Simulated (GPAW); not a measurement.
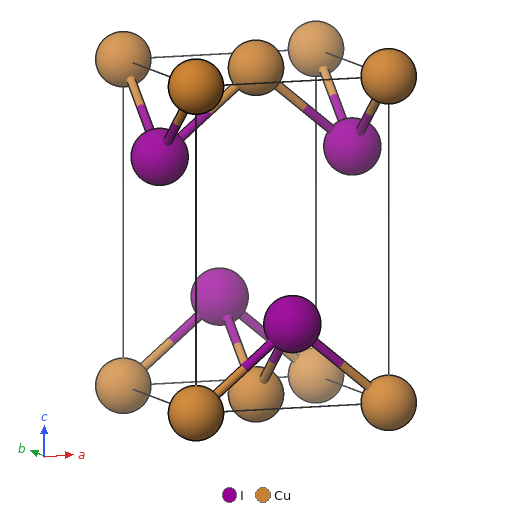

System: CuI, space group P4/nmm (No. 129). The picture shows the conventional cell.

Structure:
```cif
data_structure
_symmetry_space_group_name_H-M 'P 1'
_symmetry_Int_Tables_number 1
_cell_length_a 4.0902
_cell_length_b 4.0902
_cell_length_c 6.5515
_cell_angle_alpha 90.000
_cell_angle_beta 90.000
_cell_angle_gamma 90.000
_cell_volume 109.60
loop_
_atom_site_label
_atom_site_type_symbol
_atom_site_fract_x
_atom_site_fract_y
_atom_site_fract_z
_atom_site_occupancy
I1 I 0.00000 0.50000 0.74303 1
I2 I 0.50000 0.00000 0.25697 1
Cu1 Cu 0.00000 0.00000 0.00000 1
Cu2 Cu 0.50000 0.50000 0.00000 1
```

How it was computed, with GPAW 26.7.0: PAW DFT in plane waves, on a grid or in atomic orbitals, no spin polarisation; energies at scaled volumes of the given cell, shape and fractions fixed, counted from the fit's minimum, third-order Birch-Murnaghan fit. Level: LDA.

- k mesh: 5×5×4
- occupations: Fermi–Dirac
- smearing width: 0.05 eV
- potentials: GPAW PAW data sets (gpaw data 1.2.1)
- wave cutoff: 600 eV
- program settings: basis pw

Predict the energy against volume. The volume takes the values 25.76, 26.30, 26.85, 27.40, 27.95, 28.50, 29.05 Å³/atom.

A third-order Birch–Murnaghan fit gives V0 = 25.81 Å³/atom, B0 = 56.3 GPa and B′ = 5.2. The energy rises from 0.02 meV/atom at volume 25.76 Å³/atom to 55.90 meV/atom at 29.05 Å³/atom.

```tsv
volume (Å³/atom)	energy (meV/atom)
25.76	0.02
26.30	1.62
26.85	6.85
27.40	15.27
27.95	26.48
28.50	40.12
29.05	55.90
```

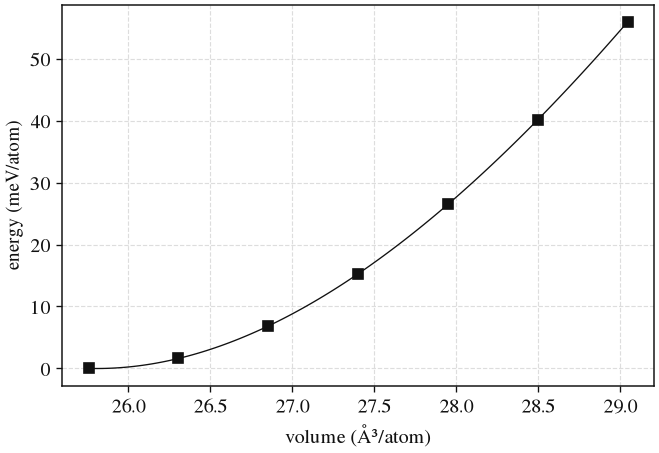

Caveats: the minimum lies near the end of the range; shape and atomic fractions are frozen while scaling, which makes layered, chain and framework solids too stiff.
